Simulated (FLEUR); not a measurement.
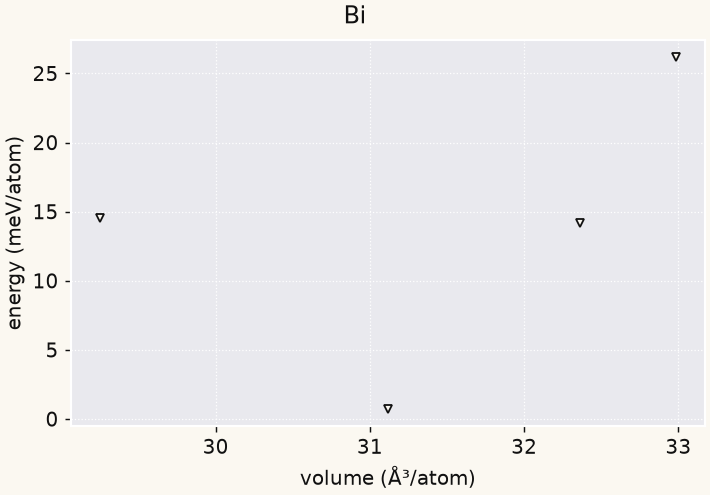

The figure shows the energy against volume for Bi, space group Im-3m (No. 229).

Cell as given: a = 3.432 Å, b = 3.432 Å, c = 3.432 Å, α = 109.47°, β = 109.47°, γ = 109.47°; 1 atom.

Calculation (FLEUR MaX-R8.1 (later development tree)): all-electron LAPW DFT, no spin polarisation; energies at scaled volumes of the given cell, shape and fractions fixed, counted from the fit's minimum, third-order Birch-Murnaghan fit. Level: SCAN.

k mesh 9×9×9; occupations Fermi–Dirac; smearing width 0.05 eV; potentials all electron; program settings basis FLAPW, kmax 4.1 1/bohr.

The point at volume 29.87 Å³/atom is left out of the plot. What does the calculation give there?

```json
{"volume (Å³/atom)": "29.87", "energy (meV/atom)": "4.81"}
```

Note: spin-orbit coupling left out, heavy elements.
